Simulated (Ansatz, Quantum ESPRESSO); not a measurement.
# H-SiC-H chair, 1 layer: the gap along the path at a withheld member of a series

**Set-up.** Quantum ESPRESSO 7.5, PBE, GBRV ultrasoft. Cell and atoms are first relaxed; each strained cell is then held and the atoms relax in it. A periodic run with 15 Å of vacuum in the starting cell and a dipole correction gives the vacuum levels, and bands follow along a path. The series steps biaxial strain.

```tsv
biaxial strain	gap along the path (eV)
-4 %	3.307
-3 %	3.432
-2 %	3.545
-1 %	3.646
0 %	3.737
1 %	3.813
3 %	3.935
4 %	3.968
```

**Question.** What is the gap along the path at 2 %?

**Worked estimate.** The rows at 1 % and 3 % give a slope of (3.935 − (3.813))/(3 − (1)) = 0.061, so a straight line gives 3.874 eV. A parabola through these and the row at 0 % gives 3.879 eV.

**Check.** 3.884 eV. The line misses by −0.010 and the parabola by −0.005 eV.

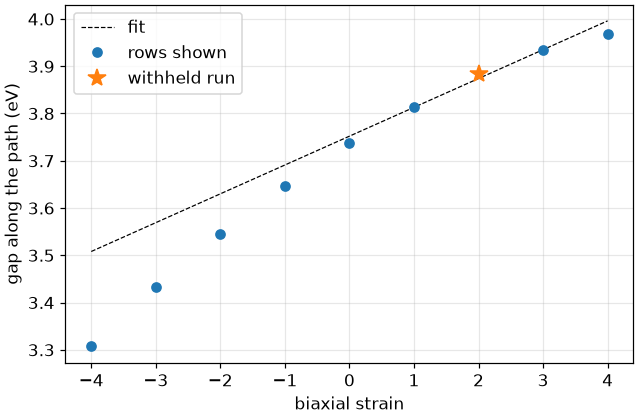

The rows shown, the fit and the withheld run.

Caveats: Semilocal gaps are too small; the 1×1 cell can't ripple over many cells under compression as a free sheet would. No spin-orbit coupling.

[Logs are printed without paths, hosts, clocks, repeated set-up lines and the standing remarks that a program may print on its own settings, such as how far it seeks lower states.]
